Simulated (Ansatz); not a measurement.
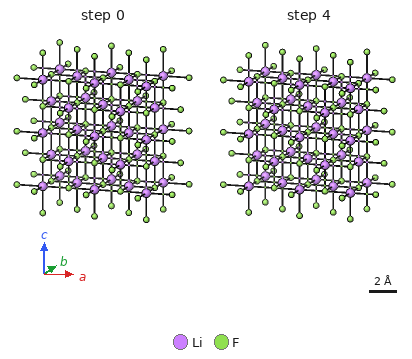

The structure of crystalline LiF (built on the measured structure type) before (left) and after (right) a relaxation, at one scale.

The picture is a ball-and-stick view of the conventional cell (4 times the calculation's cell), repeated 2 × 1 × 2 with one cell outlined, seen slightly off an axis. Lengths and directions refer to the drawn axes.

Method: DFT, r2SCAN, plane waves, PAW (Ansatz).

Input file:
```yaml
crystal:
  lattice:
    - [0.0, 2.0335339324, 2.0335339324]
    - [2.0335339324, 0.0, 2.0335339324]
    - [2.0335339324, 2.0335339324, 0.0]
  atoms:
    - { symbol: Li, position: [0.0, 0.0, 0.0] }
    - { symbol: F, position: [0.5, 0.5, 0.5] }
kpoints:
  mp_grid: { grid: [10, 10, 10] }
hamiltonian:
  xc: r2scan
scf:
  occupations: { method: fermi_dirac, width: 0.02 }
relax:
  f_tol: 0.005
  cell: {}
```

Launched with:
```bash
ansatz run input.yaml --threads 2 --pin off --max-ram 2211MiB --backend cpu --events-out ev --progress --plain --runs-dir out
```

### Summarise the run.

The energy falls by 6.0 meV per atom in 3 accepted moves (4 points after the start). All forces vanish by symmetry, so only the cell relaxes. Pressure: −3.93 GPa at the start and 0.03 GPa at the end. The SCF was repeated once at an unchanged geometry on a basis and grid sized afresh for the cell, which shifted the energy by 0.4 meV per atom at most. No atom moves by more than 0.005 Å relative to the cell. The drawn cell changes as follows: a = b = c 4.067 → 3.990 Å (−1.9 %); the volume changes by −5.6 %. Some distances before and after: Li1–F2 2.034 → 1.995 Å. The space group stays Fm-3m (No. 225).
